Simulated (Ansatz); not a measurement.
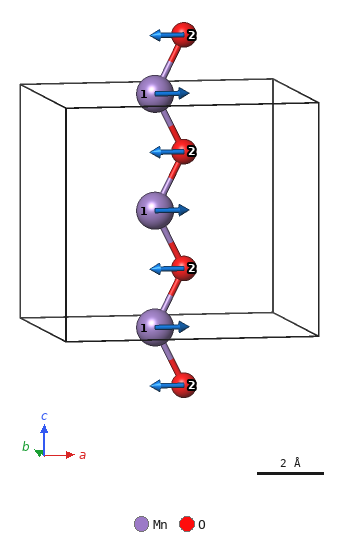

A relaxation of a wire of composition MnO. The starting structure is drawn; blue arrows show the displacements (the part carried along by the change of the cell is left out), magnified 3 times.

Style: ball-and-stick. Shown: the 2 repeat of the cell, with the vacuum cut short, slightly off an axis.

Case: zigzag chain of atoms.

The calculation used Ansatz, DFT PBE, scalar-relativistic, plane waves, PAW.

Input file:
```yaml
crystal:
  lattice:
    - [9.9, 0.0, 0.0]
    - [0.0, 9.3, 0.0]
    - [0.0, 0.0, 3.5985559042]
  atoms:
    - { symbol: Mn, position: [0.4545636881, 0.5, 0.0], spin: 4.44 }
    - { symbol: O, position: [0.5454363119, 0.5, 0.5], spin: 0.5 }
basis:
  ecutwfc: 420
kpoints:
  mp_grid: { grid: [1, 1, 18] }
hamiltonian:
  xc: pbe
scf:
  occupations: { method: gaussian, width: 0.05 }
output:
  forces: true
  stress: true
  eigenvalues: true
  populations: true
  write_density: true
  write_potential: true
  elf: true
  volumetric_format: npy
magnetization:
  spin_polarized: true
relax:
  adjacent_minimum: "off"
  f_tol: 0.01
  max_steps: 45
  cell: { fix: [a, b, alpha, beta, gamma], stress_tol: 0.03 }
```

Command:
```bash
ansatz run input.yaml --threads 2 --pin off --max-ram 5120MiB --backend cpu --events-out ev --progress --plain --runs-dir out
```

Q: What happened in the run?

A: The energy falls by 0.898 eV per cell of the calculation in 6 accepted moves (8 points after the start). The largest force component goes from 2.9 to 0.00034 eV/Å. The line search rejected the trial step at point 6 of the run. The SCF was repeated once at an unchanged geometry on a basis and grid sized afresh for the cell, which shifted the energy by 0.3 meV per cell of the calculation at most. The largest moves relative to the layer's centre, 0.36 Å, are those of Mn1 and O2. By element the largest moves are Mn 0.36 Å, O 0.36 Å. Along the periodic axis the drawn cell goes c 7.197 → 7.223 Å (+0.4 %). Near-neighbour distances that change, for instance: Mn1–O2 2.012 → 1.814 Å. Bond angles that change, for instance: O2–Mn1–O2 126.9° → 169.0°, Mn1–O2–Mn1 126.9° → 169.0°.
